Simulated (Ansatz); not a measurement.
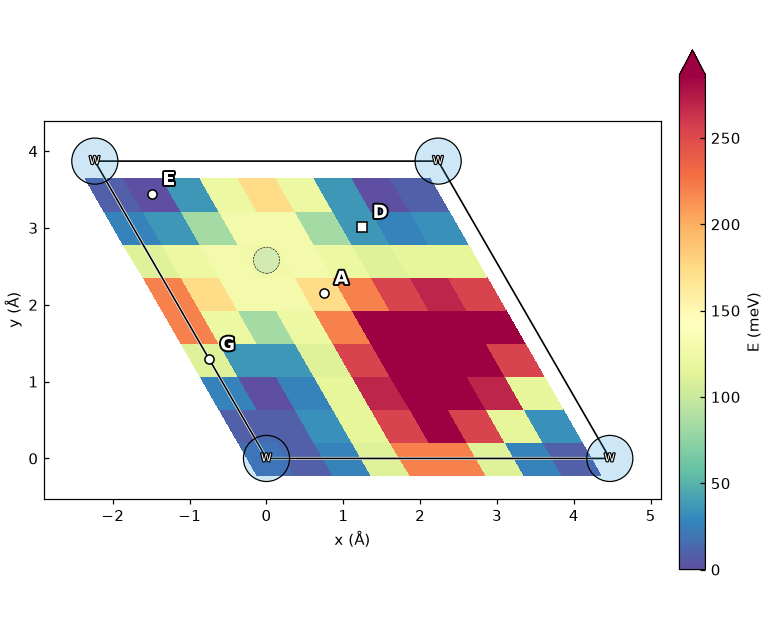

Si on a W(111) slab cut from the Im-3m phase, its upper half relaxed before the scan (6 atoms of substrate and one adsorbate in a 1 × 1 cell). Si is moved over the surface cell at a fixed height above a rigid substrate; the origin of the map has the adsorbate above W6; the height is held at 2.80 Å. Places are given modulo a cell vector. The map is drawn in real space over the plane of the surface. The scan uses a 9 × 9 grid; 19 points were computed and 62 follow by symmetry. Energies: meV, counted from the lowest grid point. The runs have no spin polarisation, so an open-shell adsorbate far from the surface lies too high. With one adsorbate in each 1 × 1 cell, its nearest image is 4.5 Å away, so neighbouring adsorbates interact. At a fixed height the lowest place need not be the adsorption site. All numbers below come from Ansatz 0.2.0, DFT PBE+D3(BJ), scalar-relativistic, plane waves, PAW. Settings: cutoff 420 eV, k-mesh 6×6×1, gaussian smearing 0.1 eV, no spin polarisation.

The picture shows one coloured cell a grid point, labelled circles for the atoms of the top layer and small ones for the second layer, the outline of one cell of the plane, one colour for all values above the top of the scale, lettered points.

Is E the lowest point of the computed grid?

Yes. E, at (1/9, 8/9) of the cell vectors [nearest 1 W at 2.93 Å], has the lowest energy of the grid.

What kind of point is each of E, G: minimum, saddle, maximum or slope?

E: minimum; G: on a slope. (In these two coordinates alone; a stationary point may lie a little off the grid point.)

Rank the lettered points by energy, lowest first.

E (0 meV), D (36 meV), G (111 meV), A (174 meV).

PAW datasets: the set soft_1.
